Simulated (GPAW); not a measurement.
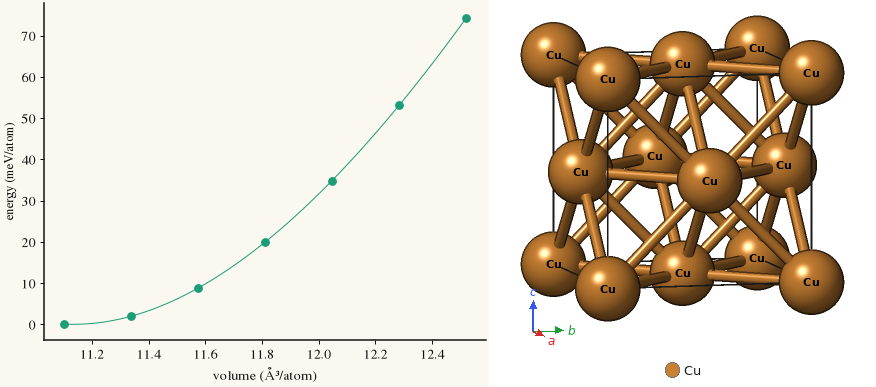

The plot gives the computed energy against volume for Cu, space group Fm-3m (No. 225). The conventional cell is drawn beside the plot.

Cell as given: a = 2.556 Å, b = 2.556 Å, c = 2.556 Å, α = 60.00°, β = 60.00°, γ = 60.00°; 1 atom.

Calculation (GPAW 26.7.0): PAW DFT in plane waves, on a grid or in atomic orbitals, no spin polarisation; energies at scaled volumes of the given cell, shape and fractions fixed, counted from the fit's minimum, third-order Birch-Murnaghan fit. Level: revPBE with D3(BJ).

k mesh 13×13×13; occupations Fermi–Dirac; smearing width 0.05 eV; potentials GPAW PAW data sets (gpaw data 1.2.1); wave cutoff 600 eV; program settings basis pw.

> Give the fitted equation-of-state parameters.

A third-order Birch–Murnaghan fit gives V0 = 11.13 Å³/atom, B0 = 176 GPa and B′ = 5.2.

Limits of the calculation: the minimum lies near the end of the range.
